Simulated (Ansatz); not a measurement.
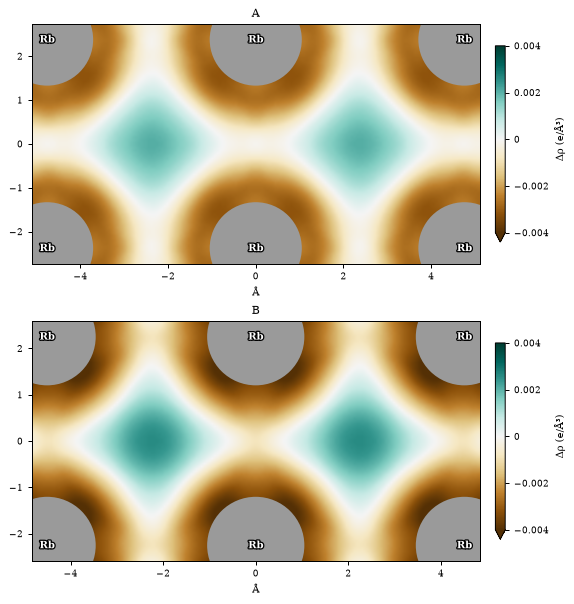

Rb: deformation density on the (001) plane of the conventional cell at two volumes, with the same fractional coordinates and one colour scale. Grey discs cover the cores.

Space group I4_1/amd. This isn't the usual form at ambient conditions. The cell comes from a database of computed structures, not from a measurement.

All numbers below come from Ansatz 0.2.0, DFT PBE, scalar-relativistic, plane waves, PAW.

How do the two volumes compare, and how does the bonding charge respond?

A is the larger cell: B has 85 % of the volume of A.
- The pressure is 0.0 GPa in A and 0.5 GPa in B.
- The rearranged charge is 0.07 e an atom in A and 0.08 e in B.
